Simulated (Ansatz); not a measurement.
System: AlFe, space group Pm-3m (No. 221) (one of a set of cubic test structures, which need not be the stable phase).

One of the inputs:
```
crystal:
  lattice:
    - [2.850737674649, 0.0, 0.0]
    - [0.0, 2.850737674649, 0.0]
    - [0.0, 0.0, 2.850737674649]
  atoms:
    - { symbol: Fe, position: [0.0, 0.0, 0.0] }
    - { symbol: Al, position: [0.5, 0.5, 0.5] }
kpoints:
  mp_grid: { grid: [4, 4, 4] }
hamiltonian:
  xc: hse06
  pseudopotentials: { kind: paw }
scf:
  occupations: { method: fermi_dirac, width: 0.1 }
output:
  forces: true
  stress: true
  eigenvalues: true
```

Launched with:
```bash
ansatz run input.yaml --threads 2
```

Computed with Ansatz 0.2.0 development build: equation of state of a cubic crystal from periodic Kohn-Sham density functional theory without spin, third-order Birch-Murnaghan fit to the free energies; pressure corrected for the finite basis. Level: HSE06.

```
                setting         value
         structure type          CsCl
          atoms in cell             2
     space group number           221
       lattice centring  simple cubic
                 k mesh         4×4×4
      occupation method   Fermi–Dirac
       occupation width        0.1 eV
            wave cutoff        420 eV
               datasets    soft-1 PAW
      density tolerance      1e-07 eV
                  bands            14
   density cutoff ratio             4
search for lower states       default
   exchange singularity  Wigner-Seitz
```

What does the calculation give for the energy above the lowest point and pressure against volume? The volume takes the values 10.87, 11.23, 11.58, 11.94, 12.29 Å³/atom.

A third-order Birch–Murnaghan fit gives V0 = 11.17 Å³/atom, B0 = 208 GPa and B′ = 4.4. The energy above the lowest point is 5.0 meV/atom at volume 10.87 Å³/atom and 61.6 meV/atom at 12.29 Å³/atom; the lowest computed point is at volume 11.23 Å³/atom (0.0 meV/atom), and no other minimum shows among the points. The pressure falls from 5.8 GPa at volume 10.87 Å³/atom to −16.2 GPa at 12.29 Å³/atom, and changes sign near 11.17 Å³/atom.

```
volume (Å³/atom)  energy above the lowest point (meV/atom)  pressure (GPa)
           10.87                                       5.0             5.8
           11.23                                       0.0            -1.1
           11.58                                       9.2            -7.0
           11.94                                      30.4           -12.0
           12.29                                      61.6           -16.2
```

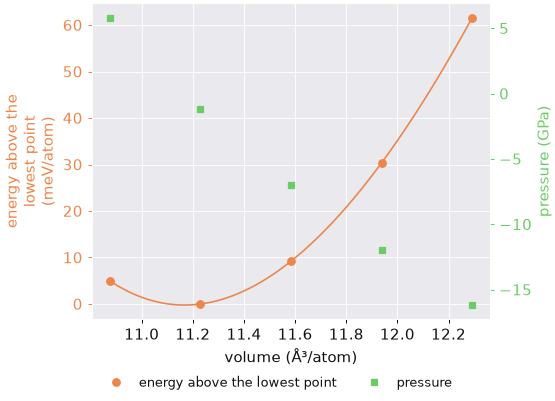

Note: coarse k-mesh, values are not converged in k; no spin polarisation, a magnetic state may lie lower.
